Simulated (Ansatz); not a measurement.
Consider BAs.

The calculation's input:

```
crystal:
  lattice:
    - [0.0, 2.3918676038, 2.3918676038]
    - [2.3799082657, 0.0, 2.3918676038]
    - [2.3799082657, 2.3918676038, 0.0]
  atoms:
    - { symbol: B, position: [0.0, 0.0, 0.0] }
    - { symbol: As, position: [0.25, 0.25, 0.25] }
kpoints:
  mp_grid: { grid: [10, 10, 10] }
  band_path:
    path:
      - [0.0, 0.0, 0.0]
      - [-0.5, -0.5, 0.0]
      - [-0.375, -0.375, 0.25]
      - [-0.375, 0.0, 0.375]
      - [0.0, 0.0, 0.5]
      - [-0.5, -0.25, 0.25]
      - [0.0, 0.398437, 0.398438]
    npoints: 1
hamiltonian:
  xc: r2scan
scf:
  occupations: { method: fixed }
  n_extra_bands: 4
output:
  forces: true
  stress: true
  eigenvalues: true
  write_density: true
  write_potential: true
  elf: true
  volumetric_format: npy
```

Launched as:

```sh
ansatz run input.yaml --threads 4 --pin off --max-ram 3686MiB --backend cpu --events-out ev --progress --plain --runs-dir out
```

Below, planes, directions and counts refer to the conventional cell (a = 3.38 Å, b = 3.38 Å, c = 4.76 Å, α = 90.00°, β = 90.00°, γ = 90.00°).

Space group I-4m2; started from the zincblende prototype, which need not be the ambient phase; changed on purpose from its base cell (uniaxial x strain -0.5%).

Computed with DFT, r2SCAN, plane waves, PAW in Ansatz.

Q: What will maps of the valence pseudo-density and electron localisation function show?

A: B–As (2.07 Å): the density is about 0.8 e/Å³ at the midpoint; the ELF peaks at about 0.90 between the atoms, as expected for localised, covalent bonding.

Q: Does the calculation make it a metal, or give it a gap?

A: It is gapped, with a Kohn–Sham gap of 1.3 eV on the k-point mesh, an upper bound to the gap of this method.

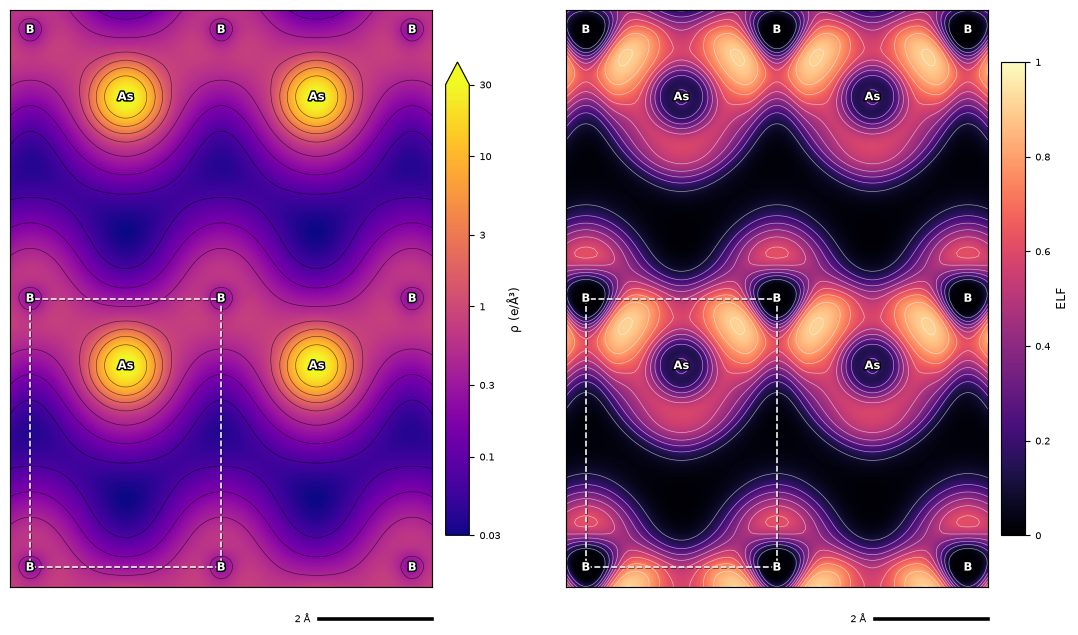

Computed valence pseudo-density and electron localisation function on the (100) plane of the conventional cell, in this order. 
